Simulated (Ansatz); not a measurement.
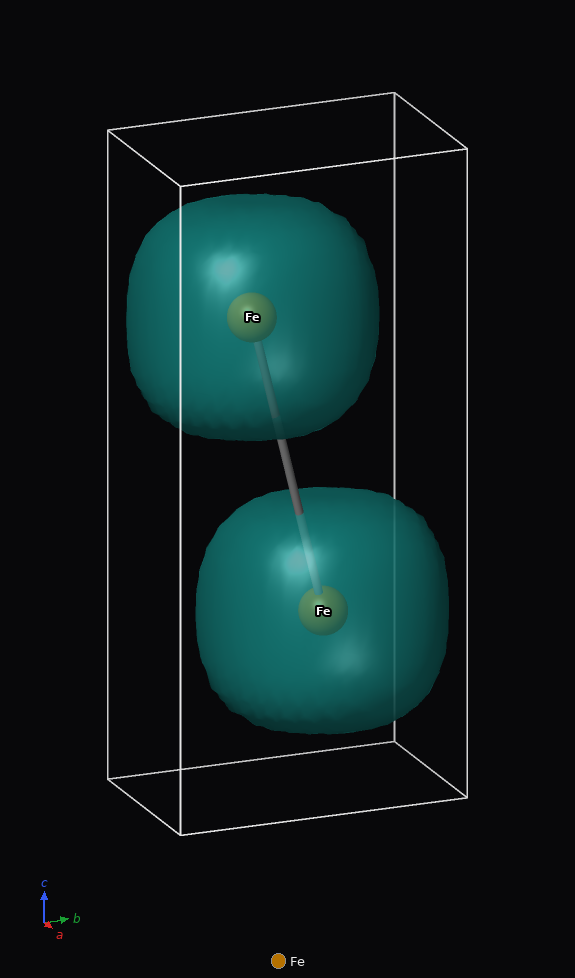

The picture shows: Fe. Isosurface of the spin density at +0.15 e/Å³ (teal), seen slightly off an axis. Sticks mark near contacts.

Space group P6₃/mmc; spin-polarised.

Method: DFT r2SCAN, scalar-relativistic, plane waves, PAW in Ansatz.

Core electrons are frozen (PAW), and the valence fields are smoothed inside the atomic spheres.

```
Fe
1.0
     2.54092    0.00000    0.00000
    -1.27046    2.20050    0.00000
     0.00000    0.00000    4.38406
Fe
2
Direct
  0.33333 0.66667 0.25000
  0.66667 0.33333 0.75000
```

Where is the spin, and how is it ordered?

Answer. The spin density sits on Fe: +2.9 μB (×2) in one cell of 2 atoms: parallel main moments (a ferromagnetic arrangement) in this solution. The cell of the calculation (2 atoms) carries 5.6 μB of net spin moment.
